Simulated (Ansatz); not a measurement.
Single-point calculation, with input and output: Ba$_{64}$O$_{64}$ (part 2 of 2)

Ba$_{64}$O$_{64}$ (Fm-3m, 128 atoms in the cell); DFT, PBEsol, PAW, plane waves (Ansatz 0.2.0); cutoff 420 eV, 1×1×1 k-mesh, Fermi–Dirac smearing of 0.01 eV. The structure was built on a prototype by a generator.

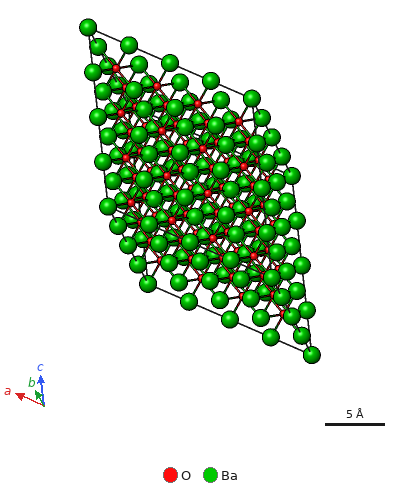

**Figure 1.** The structure as given in the input (ball-and-stick view of the cell of the calculation, seen at an oblique angle).

Output, continued:
```
--- Forces (eV/Å), atoms counted from 1 ---
  atom   1  O     -0.00000000     0.00000000    -0.00000000
  atom   2  O     -0.00000000     0.00000000    -0.00000000
  atom   3  O     -0.00000000     0.00000000    -0.00000000
  atom   4  O     -0.00000000     0.00000000    -0.00000000
  atom   5  O      0.00000000     0.00000000    -0.00000000
  atom   6  O     -0.00000000    -0.00000000    -0.00000000
  atom   7  O      0.00000000    -0.00000000     0.00000000
  atom   8  O     -0.00000000    -0.00000000    -0.00000000
  atom   9  O     -0.00000000     0.00000000     0.00000000
  atom  10  O     -0.00000000     0.00000000    -0.00000000
  atom  11  O     -0.00000000     0.00000000    -0.00000000
  atom  12  O     -0.00000000    -0.00000000     0.00000000
  atom  13  O     -0.00000000    -0.00000000     0.00000000
  atom  14  O      0.00000000     0.00000000     0.00000000
  atom  15  O     -0.00000000     0.00000000    -0.00000000
  atom  16  O      0.00000000    -0.00000000    -0.00000000
  atom  17  O     -0.00000000     0.00000000    -0.00000000
  atom  18  O     -0.00000000     0.00000000    -0.00000000
  atom  19  O     -0.00000000    -0.00000000     0.00000000
  atom  20  O      0.00000000     0.00000000     0.00000000
  atom  21  O     -0.00000000    -0.00000000    -0.00000000
  atom  22  O     -0.00000000     0.00000000    -0.00000000
  atom  23  O      0.00000000    -0.00000000    -0.00000000
  atom  24  O     -0.00000000    -0.00000000    -0.00000000
  atom  25  O     -0.00000000     0.00000000    -0.00000000
  atom  26  O     -0.00000000    -0.00000000     0.00000000
  atom  27  O      0.00000000    -0.00000000     0.00000000
  atom  28  O      0.00000000    -0.00000000     0.00000000
  atom  29  O     -0.00000000    -0.00000000    -0.00000000
  atom  30  O     -0.00000000     0.00000000    -0.00000000
  atom  31  O     -0.00000000    -0.00000000     0.00000000
  atom  32  O      0.00000000    -0.00000000     0.00000000
  atom  33  O     -0.00000000    -0.00000000    -0.00000000
  atom  34  O      0.00000000     0.00000000    -0.00000000
  atom  35  O      0.00000000     0.00000000     0.00000000
  atom  36  O     -0.00000000     0.00000000    -0.00000000
  atom  37  O      0.00000000     0.00000000    -0.00000000
  atom  38  O      0.00000000     0.00000000    -0.00000000
  atom  39  O      0.00000000     0.00000000    -0.00000000
  atom  40  O     -0.00000000     0.00000000    -0.00000000
  atom  41  O     -0.00000000    -0.00000000     0.00000000
  atom  42  O     -0.00000000    -0.00000000    -0.00000000
  atom  43  O      0.00000000     0.00000000    -0.00000000
  atom  44  O     -0.00000000    -0.00000000     0.00000000
  atom  45  O     -0.00000000     0.00000000    -0.00000000
  atom  46  O     -0.00000000    -0.00000000    -0.00000000
  atom  47  O     -0.00000000    -0.00000000    -0.00000000
  atom  48  O      0.00000000    -0.00000000     0.00000000
  atom  49  O     -0.00000000    -0.00000000    -0.00000000
  atom  50  O      0.00000000     0.00000000     0.00000000
  atom  51  O      0.00000000     0.00000000    -0.00000000
  atom  52  O     -0.00000000     0.00000000    -0.00000000
  atom  53  O      0.00000000     0.00000000    -0.00000000
  atom  54  O     -0.00000000    -0.00000000    -0.00000000
  atom  55  O      0.00000000     0.00000000     0.00000000
  atom  56  O     -0.00000000     0.00000000     0.00000000
  atom  57  O     -0.00000000    -0.00000000    -0.00000000
  atom  58  O      0.00000000     0.00000000    -0.00000000
  atom  59  O     -0.00000000     0.00000000    -0.00000000
  atom  60  O     -0.00000000    -0.00000000     0.00000000
  atom  61  O     -0.00000000    -0.00000000     0.00000000
  atom  62  O     -0.00000000    -0.00000000     0.00000000
  atom  63  O      0.00000000     0.00000000    -0.00000000
  atom  64  O      0.00000000    -0.00000000    -0.00000000
  atom  65  Ba     0.00000000     0.00000000    -0.00000000
  atom  66  Ba     0.00000000     0.00000000     0.00000000
  atom  67  Ba     0.00000000    -0.00000000     0.00000000
  atom  68  Ba     0.00000000     0.00000000    -0.00000000
  atom  69  Ba     0.00000000     0.00000000    -0.00000000
  atom  70  Ba     0.00000000     0.00000000    -0.00000000
  atom  71  Ba     0.00000000     0.00000000     0.00000000
  atom  72  Ba     0.00000000     0.00000000    -0.00000000
  atom  73  Ba     0.00000000     0.00000000     0.00000000
  atom  74  Ba     0.00000000     0.00000000     0.00000000
  atom  75  Ba     0.00000000    -0.00000000    -0.00000000
  atom  76  Ba     0.00000000     0.00000000    -0.00000000
  atom  77  Ba     0.00000000     0.00000000     0.00000000
  atom  78  Ba     0.00000000     0.00000000    -0.00000000
  atom  79  Ba     0.00000000    -0.00000000     0.00000000
  atom  80  Ba     0.00000000    -0.00000000     0.00000000
  atom  81  Ba     0.00000000     0.00000000     0.00000000
  atom  82  Ba     0.00000000    -0.00000000    -0.00000000
  atom  83  Ba     0.00000000    -0.00000000     0.00000000
  atom  84  Ba     0.00000000    -0.00000000    -0.00000000
  atom  85  Ba     0.00000000    -0.00000000     0.00000000
  atom  86  Ba     0.00000000     0.00000000     0.00000000
  atom  87  Ba     0.00000000     0.00000000    -0.00000000
  atom  88  Ba     0.00000000    -0.00000000    -0.00000000
  atom  89  Ba     0.00000000    -0.00000000     0.00000000
  atom  90  Ba     0.00000000     0.00000000     0.00000000
  atom  91  Ba     0.00000000     0.00000000    -0.00000000
  atom  92  Ba     0.00000000    -0.00000000    -0.00000000
  atom  93  Ba     0.00000000    -0.00000000     0.00000000
  atom  94  Ba     0.00000000     0.00000000     0.00000000
  atom  95  Ba     0.00000000     0.00000000    -0.00000000
  atom  96  Ba     0.00000000     0.00000000     0.00000000
  atom  97  Ba     0.00000000     0.00000000    -0.00000000
  atom  98  Ba     0.00000000    -0.00000000     0.00000000
  atom  99  Ba     0.00000000     0.00000000    -0.00000000
  atom 100  Ba     0.00000000     0.00000000     0.00000000
  atom 101  Ba     0.00000000     0.00000000     0.00000000
  atom 102  Ba     0.00000000    -0.00000000    -0.00000000
  atom 103  Ba     0.00000000     0.00000000     0.00000000
  atom 104  Ba     0.00000000     0.00000000    -0.00000000
  atom 105  Ba     0.00000000    -0.00000000    -0.00000000
  atom 106  Ba     0.00000000    -0.00000000    -0.00000000
  atom 107  Ba     0.00000000     0.00000000    -0.00000000
  atom 108  Ba     0.00000000     0.00000000    -0.00000000
  atom 109  Ba     0.00000000    -0.00000000     0.00000000
  atom 110  Ba     0.00000000     0.00000000     0.00000000
  atom 111  Ba     0.00000000     0.00000000     0.00000000
  atom 112  Ba     0.00000000    -0.00000000    -0.00000000
  atom 113  Ba     0.00000000     0.00000000    -0.00000000
  atom 114  Ba     0.00000000     0.00000000     0.00000000
  atom 115  Ba     0.00000000    -0.00000000    -0.00000000
  atom 116  Ba     0.00000000    -0.00000000     0.00000000
  atom 117  Ba     0.00000000     0.00000000     0.00000000
  atom 118  Ba     0.00000000     0.00000000    -0.00000000
  atom 119  Ba     0.00000000     0.00000000    -0.00000000
  atom 120  Ba     0.00000000     0.00000000     0.00000000
  atom 121  Ba     0.00000000     0.00000000     0.00000000
  atom 122  Ba     0.00000000    -0.00000000     0.00000000
  atom 123  Ba     0.00000000     0.00000000     0.00000000
  atom 124  Ba     0.00000000     0.00000000    -0.00000000
  atom 125  Ba     0.00000000    -0.00000000    -0.00000000
  atom 126  Ba     0.00000000    -0.00000000    -0.00000000
  atom 127  Ba     0.00000000     0.00000000     0.00000000
  atom 128  Ba     0.00000000     0.00000000     0.00000000
  max |Σ_I F_I| component: 1.32e-23 eV/Å
--- Stress (GPa, compression-positive) ---
       -0.006951       0.000000       0.000000
        0.000000      -0.006951      -0.000000
        0.000000      -0.000000      -0.006951
  P = ⅓ Tr σ = -0.0070 GPa (-0.070 kbar)
--- Band table (eV) ---
  k-point 0: bands = ["-16.9738", "-16.8304", "-16.8304", "-16.8304", "-16.8304", "-16.8304", "-16.8304", "-16.8304", "-16.8304", "-16.7874", ... 430 levels left out ..., "7.9650", "7.9650", "7.9650", "7.9650", "7.9650", "7.9650", "7.9650", "7.9650", "7.9650", "7.9650", "7.9650", "7.9650", "7.9650", "7.9650", "7.9650", "7.9650", "7.9650", "7.9650", "7.9650", "7.9650", "7.9650", "7.9650", "7.9650", "7.9650", "8.2489", "8.2489", "8.2489", "8.3034", "8.3034",
      "8.3034", "8.3034", "8.3034", "8.3034", "8.3034", "8.3034", "8.3034", "8.3034", "8.3034", "8.3034", "8.3228", "8.3228", "8.3228", "8.3228", "8.3228", "8.3228", "8.3228", "8.3228", "8.3228", "8.3228", "8.3228", "8.3228", "8.5191", "8.5191", "8.5191", "8.5191", "8.5191", "8.5191", "8.5467", "8.5467", "8.5467", "8.5467", "8.5467", "8.5467", "8.5467", "8.5467", "8.5467", "8.5467", "8.5467", "8.5467",
      "8.7903", "8.7903", "8.7903", "10.6247", "10.6247", "10.6247", "11.6086", "11.6086", "11.6086", "11.6086", "11.6086", "11.6086", "12.2556", "12.2556", "12.2556", "12.2556", "12.2556", "12.2556", "12.2556", "12.2556", "12.2556", "12.2556", "12.2556", "12.2556", "12.2556", "12.2556", "12.2556", "12.2556", "12.2556", "12.2556", "12.2556", "12.2556", "12.2556", "12.2556", "12.2556", "12.2556", "12.3140", "13.0725", "13.0725", "13.0725",
      "13.0725", "13.0725", "13.0725", "13.0725", "13.0725", "13.2189", "13.2189", "13.2189", "13.2189", "13.2189", "13.2189", "13.2189", "13.2189", "13.2189", "13.2189", "13.2189", "13.2189", "13.3327", "13.3327", "13.3327", "13.3327", "13.3327", "13.3327", "13.3327", "13.3327", "13.3327", "13.3327", "13.3327", "13.3327", "13.4623", "13.4623", "13.4623", "13.7050", "13.7050", "13.7050", "13.7050", "14.0238", "14.0238", "14.0238", "14.0238",
      "14.0238", "14.0238", "14.4833", "14.4833", "14.4833", "14.4833", "14.4833", "14.4833", "14.4833", "14.4833", "14.4833", "14.4833", "14.4833", "14.4833", "14.4833", "14.4833", "14.4833", "14.4833", "14.4862", "14.4862", "14.4862", "14.4862", "14.4862", "14.4862", "14.4862", "14.4862", "14.4862", "14.4862", "14.4862", "14.4862", "14.5542", "14.5542", "14.5542", "14.5542", "14.5542", "14.5542", "14.5542", "14.5542", "14.8650", "14.8650",
      "14.8650", "15.0655", "15.0655", "15.0655", "15.0655", "15.0655", "15.0655", "15.0655", "15.0655", "15.0655", "15.0655"]
--- Löwdin populations: 128 sites ---
  site symbol       q [e]
     0      O      7.3248
     1      O      7.3248
     2      O      7.3248
     3      O      7.3248
     4      O      7.3248
     5      O      7.3248
     6      O      7.3248
     7      O      7.3248
     8      O      7.3248
     9      O      7.3248
    10      O      7.3248
    11      O      7.3248
    12      O      7.3248
    13      O      7.3248
    14      O      7.3248
    15      O      7.3248
    16      O      7.3248
    17      O      7.3248
    18      O      7.3248
    19      O      7.3248
    20      O      7.3248
    21      O      7.3248
    22      O      7.3248
    23      O      7.3248
    24      O      7.3248
    25      O      7.3248
    26      O      7.3248
    27      O      7.3248
    28      O      7.3248
    29      O      7.3248
    30      O      7.3248
    31      O      7.3248
    32      O      7.3248
    33      O      7.3248
    34      O      7.3248
    35      O      7.3248
    36      O      7.3248
    37      O      7.3248
    38      O      7.3248
    39      O      7.3248
    40      O      7.3248
    41      O      7.3248
    42      O      7.3248
    43      O      7.3248
    44      O      7.3248
    45      O      7.3248
    46      O      7.3248
    47      O      7.3248
    48      O      7.3248
    49      O      7.3248
    50      O      7.3248
    51      O      7.3248
    52      O      7.3248
    53      O      7.3248
    54      O      7.3248
    55      O      7.3248
    56      O      7.3248
    57      O      7.3248
    58      O      7.3248
    59      O      7.3248
    60      O      7.3248
    61      O      7.3248
    62      O      7.3248
    63      O      7.3248
    64     Ba      8.3017
    65     Ba      8.3017
    66     Ba      8.3017
    67     Ba      8.3017
    68     Ba      8.3017
    69     Ba      8.3017
    70     Ba      8.3017
    71     Ba      8.3017
    72     Ba      8.3017
    73     Ba      8.3017
    74     Ba      8.3017
    75     Ba      8.3017
    76     Ba      8.3017
    77     Ba      8.3017
    78     Ba      8.3017
    79     Ba      8.3017
    80     Ba      8.3017
    81     Ba      8.3017
    82     Ba      8.3017
    83     Ba      8.3017
    84     Ba      8.3017
    85     Ba      8.3017
    86     Ba      8.3017
    87     Ba      8.3017
    88     Ba      8.3017
    89     Ba      8.3017
    90     Ba      8.3017
    91     Ba      8.3017
    92     Ba      8.3017
    93     Ba      8.3017
    94     Ba      8.3017
    95     Ba      8.3017
    96     Ba      8.3017
    97     Ba      8.3017
    98     Ba      8.3017
    99     Ba      8.3017
   100     Ba      8.3017
   101     Ba      8.3017
   102     Ba      8.3017
   103     Ba      8.3017
   104     Ba      8.3017
   105     Ba      8.3017
   106     Ba      8.3017
   107     Ba      8.3017
   108     Ba      8.3017
   109     Ba      8.3017
   110     Ba      8.3017
   111     Ba      8.3017
   112     Ba      8.3017
   113     Ba      8.3017
   114     Ba      8.3017
   115     Ba      8.3017
   116     Ba      8.3017
   117     Ba      8.3017
   118     Ba      8.3017
   119     Ba      8.3017
   120     Ba      8.3017
   121     Ba      8.3017
   122     Ba      8.3017
   123     Ba      8.3017
   124     Ba      8.3017
   125     Ba      8.3017
   126     Ba      8.3017
   127     Ba      8.3017
  spilling = 0.023345 (of n_electrons = 1024.000000)
```
